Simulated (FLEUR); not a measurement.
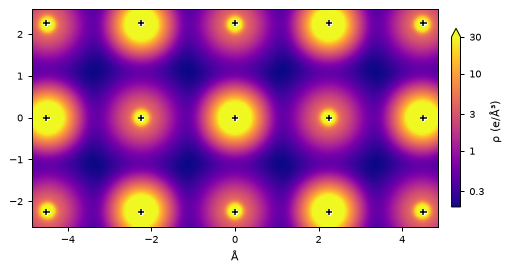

The electron density on a plane through atoms (crosses mark nuclei in the plane).

All numbers below come from FLEUR, Kohn-Sham DFT of a periodic cell, PBE, all-electron.

Candidates:
A. HfN, a = 4.51 Å, b = 4.51 Å, c = 4.51 Å, α = 90.00°, β = 90.00°, γ = 90.00°. Space group Fm-3m.
B. Ni, a = 2.77 Å, b = 2.77 Å, c = 2.77 Å, α = 90.00°, β = 90.00°, γ = 90.00°. Space group Im-3m; a structure from a database of computed crystals, not necessarily the ambient phase; spin-polarised.
C. TaN, a = 5.20 Å, b = 5.20 Å, c = 2.91 Å, α = 90.00°, β = 90.00°, γ = 120.00°. Space group P-62m.

**Which candidate gave the map?**

Candidate A: HfN on the (100) plane of the conventional cell, which holds Hf and N. Hf–N (2.26 Å): the density is about 0.49 e/Å³ at the midpoint. Hf–Hf (3.19 Å): the density is about 0.19 e/Å³ at the midpoint.
